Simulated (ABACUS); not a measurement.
MoS₂: single-point calculation at one volume of an equation of state (part 1 of 2)

- system: MoS₂ (3 atoms in the cell)
- method: Kohn-Sham DFT of a periodic cell, PBEsol, PseudoDojo NC SR 0.4 PBEsol stringent, no spin polarisation (ABACUS 3.10.1)

The structure derives from a Materials Project entry. It belongs to a series of runs on one base structure; here: volume scaled by 0.94.

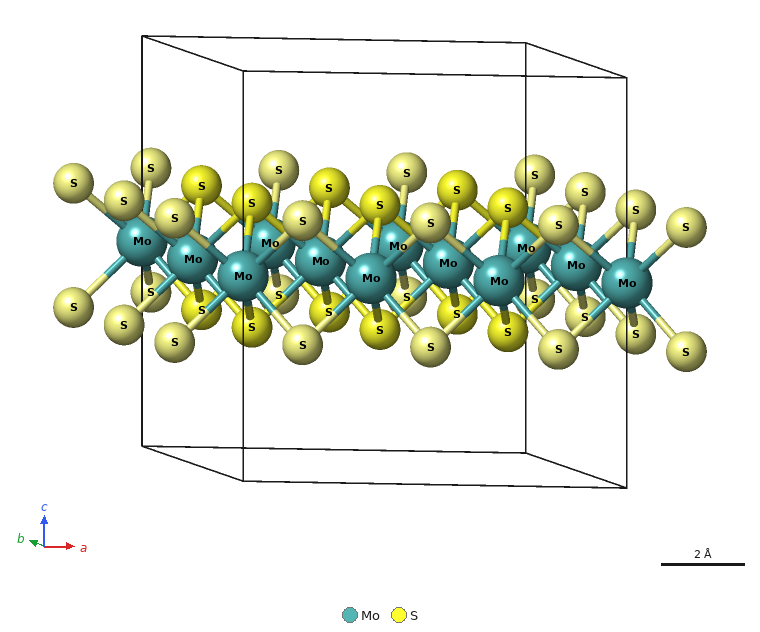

The structure as given in the input (ball-and-stick view of the 3 × 2 repeat of the cell, with the vacuum cut short, seen slightly off an axis; neighbours outside the cell are drawn fainter). An atom can appear more than once, as a periodic image. Near neighbours in the periodic cell (some may lie outside the picture): Mo has 6 S at 2.36 Å; S has 3 Mo at 2.36 Å.

Input file
```python
"""ABACUS run from a structure file: ASE reads it, the script writes STRU, KPT and INPUT."""
import re
import subprocess
from ase.io import read
from ase.units import Bohr

atoms = read("MoS2.cif")
atoms = atoms[(-atoms.numbers).argsort(kind="stable")]  # ABACUS lists atoms element by element
pseudo = {'Mo': 'Mo.upf', 'S': 'S.upf'}
orbital = {}
magmoms = None
kmesh = [8, 8, 2]
params = {
    'suffix': 'MoS2',
    'calculation': 'scf',
    'basis_type': 'pw',
    'pseudo_dir': './',
    'symmetry': 1,
    'dft_functional': 'pbesol',
    'ecutwfc': 81,
    'pseudo_rcut': 7,
    'nspin': 1,
    'nbands': 17,
    'ks_solver': 'dav',
    'smearing_method': 'fd',
    'smearing_sigma': 0.00367493,
    'scf_thr': 1e-08,
    'scf_nmax': 100,
    'mixing_type': 'broyden',
    'mixing_beta': 0.7,
    'cal_force': 1,
    'cal_stress': 1,
    'kpar': 4,
}

symbols = atoms.get_chemical_symbols()
elements = list(dict.fromkeys(symbols))
lines = ["ATOMIC_SPECIES"] + [f"{e} {atoms.get_masses()[symbols.index(e)]:.4f} {pseudo[e]}" for e in elements]
if orbital:
    lines += ["", "NUMERICAL_ORBITAL"] + [orbital[e] for e in elements]
lines += ["", "LATTICE_CONSTANT", f"{1 / Bohr:.10f}", "", "LATTICE_VECTORS"]
lines += [" ".join(f"{x:.10f}" for x in v) for v in atoms.cell]
lines += ["", "ATOMIC_POSITIONS", "Direct"]
for e in elements:
    lines += ["", e, "0.0", str(symbols.count(e))]
    for i, p in enumerate(atoms.get_scaled_positions(wrap=False)):
        if symbols[i] == e:
            mag = "" if magmoms is None else " mag " + " ".join(str(x) for x in (magmoms[i] if isinstance(magmoms[i], list) else [magmoms[i]]))
            lines.append(" ".join(f"{x:.10f}" for x in p) + " 1 1 1" + mag)
open("STRU", "w").write("\n".join(lines) + "\n")
open("KPT", "w").write("K_POINTS\n0\nGamma\n%d %d %d 0 0 0\n" % tuple(kmesh))
open("INPUT", "w").write("INPUT_PARAMETERS\n" + "".join(f"{k:<20s}{v}\n" for k, v in params.items()))

done = subprocess.run(['mpirun', '-np', '4', 'abacus'])
if done.returncode:
    raise SystemExit(done.returncode)
log = open("OUT.MoS2/running_scf.log").read()
print("final energy (eV):", re.findall(r"FINAL_ETOT_IS (\S+)", log))
```

File MoS2.cif
```
data_MoS2
_cell_length_a 3.11912568
_cell_length_b 3.11912568
_cell_length_c 16.98073331
_cell_angle_alpha 90.00000000
_cell_angle_beta 90.00000000
_cell_angle_gamma 120.00000000
_space_group_name_H-M_alt 'P1'
_space_group_name_Hall 'P 1'
_space_group_IT_number 1
loop_
_space_group_symop_operation_xyz
'x,y,z'
loop_
_atom_site_label
_atom_site_type_symbol
_atom_site_symmetry_multiplicity
_atom_site_Wyckoff_symbol
_atom_site_fract_x
_atom_site_fract_y
_atom_site_fract_z
_atom_site_occupancy
Mo1 Mo 1 a 0.0000000000 0.0000000000 0.0000000000 1
S1 S 1 a 0.3333333333 0.6666666667 0.9105070200 1
S2 S 1 a 0.3333333333 0.6666666667 0.0894929800 1
```

File INPUT
```
INPUT_PARAMETERS
suffix              MoS2
calculation         scf
basis_type          pw
pseudo_dir          ./
symmetry            1
dft_functional      pbesol
ecutwfc             81
pseudo_rcut         7
nspin               1
nbands              17
ks_solver           dav
smearing_method     fd
smearing_sigma      0.00367493
scf_thr             1e-08
scf_nmax            100
mixing_type         broyden
mixing_beta         0.7
cal_force           1
cal_stress          1
kpar                4
```

File STRU
```
ATOMIC_SPECIES
Mo 95.9500 Mo.upf
S 32.0600 S.upf

LATTICE_CONSTANT
1.8897261258

LATTICE_VECTORS
3.1191256800 0.0000000000 0.0000000000
-1.5595628400 2.7012420765 0.0000000000
0.0000000000 0.0000000000 16.9807333100

ATOMIC_POSITIONS
Direct

Mo
0.0
1
0.0000000000 0.0000000000 0.0000000000 1 1 1

S
0.0
2
0.3333333333 0.6666666667 0.9105070200 1 1 1
0.3333333333 0.6666666667 0.0894929800 1 1 1
```

File KPT
```
K_POINTS
0
Gamma
8 8 2 0 0 0
```

Run as:
```bash
OMP_NUM_THREADS=1 python run_abacus.py > log
```

Log
```
ABACUS v3.10.1

               Atomic-orbital Based Ab-initio Computation at UStc

 ------------------------------------------------------------------------------------

 READING GENERAL INFORMATION
                           global_out_dir = OUT.MoS2/
                           global_in_card = INPUT
                               pseudo_dir = ./
                              orbital_dir =
                                    DSIZE = 4
                                    GSIZE = 1

 READING UNITCELL INFORMATION
                                    ntype = 2
                  lattice constant (Bohr) = 1.88973
              lattice constant (Angstrom) = 1

 READING ATOM TYPE 1
                               atom label = Mo
                      L=0, number of zeta = 1
                      L=1, number of zeta = 1
                      L=2, number of zeta = 1
             number of atom for this type = 1

 READING ATOM TYPE 2
                               atom label = S
                      L=0, number of zeta = 1
                      L=1, number of zeta = 1
                      L=2, number of zeta = 1
             number of atom for this type = 2

                        TOTAL ATOM NUMBER = 3
DIRECT COORDINATES
    atom                   x                   y                   z     mag                  vx                  vy                  vz
taud_Mo1            0.0000000000        0.0000000000        0.0000000000  0.0000        0.0000000000        0.0000000000        0.0000000000
taud_S1            0.3333333333        0.6666666667        0.9105070200  0.0000        0.0000000000        0.0000000000        0.0000000000
taud_S2            0.3333333333        0.6666666667        0.0894929800  0.0000        0.0000000000        0.0000000000        0.0000000000

                          Volume (Bohr^3) = 965.494
                             Volume (A^3) = 143.071

 Lattice vectors: (Cartesian coordinate: in unit of a_0)
             +3.11913                  +0                  +0
             -1.55956            +2.70124                  +0
                   +0                  +0            +16.9807
 Reciprocal vectors: (Cartesian coordinate: in unit of 2 pi/a_0)
            +0.320603             +0.1851                  -0
                   -0             +0.3702                  -0
                   +0                  -0          +0.0588903
 The esolver type has been set to : ksdft_pw

                PAO radial cut off (Bohr) = 7

 Read in pseudopotential file is Mo.upf
                     pseudopotential type = NC
          exchange-correlation functional = PBESOL
                 nonlocal core correction = 1
                        valence electrons = 14
                                     lmax = 2
                           number of zeta = 4
                     number of projectors = 6
                           L of projector = 0
                           L of projector = 0
                           L of projector = 1
                           L of projector = 1
                           L of projector = 2
                           L of projector = 2
                PAO radial cut off (Bohr) = 7

 Read in pseudopotential file is S.upf
                     pseudopotential type = NC
          exchange-correlation functional = PBESOL
                 nonlocal core correction = 1
                        valence electrons = 6
                                     lmax = 2
                           number of zeta = 2
                     number of projectors = 6
                           L of projector = 0
                           L of projector = 0
                           L of projector = 1
                           L of projector = 1
                           L of projector = 2
                           L of projector = 2
     initial pseudo atomic orbital number = 18

 SETUP THE ELECTRONS NUMBER
            electron number of element Mo = 14
      total electron number of element Mo = 14
             electron number of element S = 6
       total electron number of element S = 12
            AUTOSET number of electrons:  = 26
                           occupied bands = 13
                                   NBANDS = 17
                                   NLOCAL = 27

%%%%%%%%%%%%%%%%%%%%%%%%%%%%%%%%%%%%%%%%%%%%%%%%%%%%%%%%%%%%%%%%%%%%%%%%%%%%%%%%%%%%%%%%%%%%%%%%%%%%%%%%%%
 Warning: the number of valence electrons in pseudopotential > 6 for Mo: [Kr] 4d5 5s1
 Pseudopotentials with additional electrons can yield (more) accurate outcomes, but may be less efficient.
 If you're confident that your chosen pseudopotential is appropriate, you can safely ignore this warning.
%%%%%%%%%%%%%%%%%%%%%%%%%%%%%%%%%%%%%%%%%%%%%%%%%%%%%%%%%%%%%%%%%%%%%%%%%%%%%%%%%%%%%%%%%%%%%%%%%%%%%%%%%%

 SETUP THE PLANE WAVE BASIS
 energy cutoff for charge/potential (unit:Ry) = 324
            fft grid for charge/potential = [ 36, 36, 192 ]
                        fft grid division = [ 1, 1, 1 ]
        big fft grid for charge/potential = [ 36, 36, 192 ]
                                     nbxx = 248832
                                     nrxx = 248832

 SETUP PLANE WAVES FOR CHARGE/POTENTIAL
                    number of plane waves = 95007
                         number of sticks = 769

 PARALLEL PW FOR CHARGE/POTENTIAL
     PROC   COLUMNS(POT)             PW
        1            769          95007
 --------------- sum -------------------
        1            769          95007
                            number of |g| = 4539
                                  max |g| = 29.3053
                                  min |g| = 0

----------- Double Check Mixing Parameters Begin ------------
mixing_type: broyden
mixing_beta: 0.7
mixing_gg0: 1
mixing_gg0_min: 0.1
mixing_ndim: 8
----------- Double Check Mixing Parameters End ------------

 LATTICE VECTORS: (CARTESIAN COORDINATE: IN UNIT OF A0)
             +3.11913                  +0                  +0
             -1.55956            +2.70124                  +0
                   +0                  +0            +16.9807
                       right hand lattice = 1
                                   NORM_A = 3.11913
                                   NORM_B = 3.11913
                                   NORM_C = 16.9807
                           ALPHA (DEGREE) = 90
                           BETA  (DEGREE) = 90
                           GAMMA (DEGREE) = 120

 The lattice vectors have been changed (STRU_SIMPLE.cif)

(for optimal symmetric configuration:)
                             BRAVAIS TYPE = 4
                     BRAVAIS LATTICE NAME = 04. Hexagonal cell
                                    ibrav = 4
                                    IBRAV = 4
                                  BRAVAIS = HEXAGONAL CELL
                       LATTICE CONSTANT A = 3.11913
                                C/A RATIO = 5.44407
Original cell was already a primitive cell.
                        ROTATION MATRICES = 24
              PURE POINT GROUP OPERATIONS = 12
                   SPACE GROUP OPERATIONS = 12
                                       C2 = 3
                                       C3 = 2
                                       C4 = 0
                                       C6 = 0
                                       S1 = 4
                                       S3 = 2
                                       S4 = 0
                                       S6 = 0
                              POINT GROUP = D_3h
                                       C2 = 3
                                       C3 = 2
                                       C4 = 0
                                       C6 = 0
                                       S1 = 4
                                       S3 = 2
                                       S4 = 0
                                       S6 = 0
               POINT GROUP IN SPACE GROUP = D_3h

 SETUP K-POINTS
                                    nspin = 1
                   Input type of k points = Monkhorst-Pack(Gamma)
                                   nkstot = 128
                       right hand lattice = 1
(for reciprocal lattice: )
                             BRAVAIS TYPE = 4
                     BRAVAIS LATTICE NAME = 04. Hexagonal cell
                                    ibrav = 4
                       right hand lattice = 1
(for k-lattice: )
                             BRAVAIS TYPE = 4
                     BRAVAIS LATTICE NAME = 04. Hexagonal cell
                                    ibrav = 4
                       right hand lattice = 1
                        ROTATION MATRICES = 24
                               nkstot_ibz = 20
K-POINTS REDUCTION ACCORDING TO SYMMETRY
     IBZ    DIRECT_X    DIRECT_Y    DIRECT_Z  WEIGHT  ibz2bz
       1  0.00000000  0.00000000  0.00000000  0.0078       0
       2 -0.12500000  0.12500000  0.00000000  0.0469       1
       3 -0.25000000  0.25000000  0.00000000  0.0469       2
       4 -0.37500000  0.37500000  0.00000000  0.0469       3
       5  0.50000000  0.50000000  0.00000000  0.0234       4
       6 -0.12500000  0.25000000  0.00000000  0.0469       9
       7 -0.25000000  0.37500000  0.00000000  0.0938      10
       8  0.50000000  0.37500000  0.00000000  0.0938      11
       9  0.50000000  0.25000000  0.00000000  0.0469      18
      10  0.37500000  0.37500000  0.00000000  0.0469      19
      11  0.00000000  0.00000000  0.50000000  0.0078      64
      12 -0.12500000  0.12500000  0.50000000  0.0469      65
      13 -0.25000000  0.25000000  0.50000000  0.0469      66
      14 -0.37500000  0.37500000  0.50000000  0.0469      67
      15  0.50000000  0.50000000  0.50000000  0.0234      68
      16 -0.12500000  0.25000000  0.50000000  0.0469      73
      17 -0.25000000  0.37500000  0.50000000  0.0938      74
      18  0.50000000  0.37500000  0.50000000  0.0938      75
      19  0.50000000  0.25000000  0.50000000  0.0469      82
      20  0.37500000  0.37500000  0.50000000  0.0469      83

                               nkstot now = 20
[... K-POINTS DIRECT COORDINATES: 20 rows ...]

           k-point number in this process = 5
       minimum distributed K point number = 5
[... stars of the k points ...]

[... K-POINTS CARTESIAN COORDINATES: 5 rows ...]

[... K-POINTS DIRECT COORDINATES: 5 rows ...]

 SETUP PLANE WAVES FOR WAVE FUNCTIONS
     energy cutoff for wavefunc (unit:Ry) = 81
              fft grid for wave functions = [ 36, 36, 192 ]
                    number of plane waves = 16651
                         number of sticks = 241

 PARALLEL PW FOR WAVE FUNCTIONS
     PROC   COLUMNS(POT)             PW
        1            241          16651
 --------------- sum -------------------
        1            241          16651

 SETUP NONLOCAL PSEUDOPOTENTIALS IN PLANE WAVE BASIS
 Mo non-local projectors:
 projector 1 L=0
 projector 2 L=0
 projector 3 L=1
 projector 4 L=1
 projector 5 L=2
 projector 6 L=2
 S non-local projectors:
 projector 1 L=0
 projector 2 L=0
 projector 3 L=1
 projector 4 L=1
 projector 5 L=2
 projector 6 L=2
      TOTAL NUMBER OF NONLOCAL PROJECTORS = 54

 Init Non-Local PseudoPotential table :
 Init Non-Local-Pseudopotential done.

                                     npwx = 11943

 Make real space PAO into reciprocal space.
       max mesh points in Pseudopotential = 701
     dq(describe PAO in reciprocal space) = 0.01
                                    max q = 1084

 number of pseudo atomic orbitals for Mo is 4
WARNING: norm of atomic wavefunction # 3 of atomic type Mo is 0.999077, renormalized
WARNING: norm of atomic wavefunction # 4 of atomic type Mo is 0.989366, renormalized

 number of pseudo atomic orbitals for S is 2
WARNING: norm of atomic wavefunction # 1 of atomic type S is 0.999996, renormalized
WARNING: norm of atomic wavefunction # 2 of atomic type S is 0.999702, renormalized

 -------------------------------------------
 SELF-CONSISTENT
 -------------------------------------------
                                 init_chg = atomic

 PW ALGORITHM --------------- ION=   1  ELEC=   1--------------------------------

 Density error is 0.469207359654
                          Error Threshold = 0.01
----------------------------------------------------------
     Energy           Rydberg                 eV
```
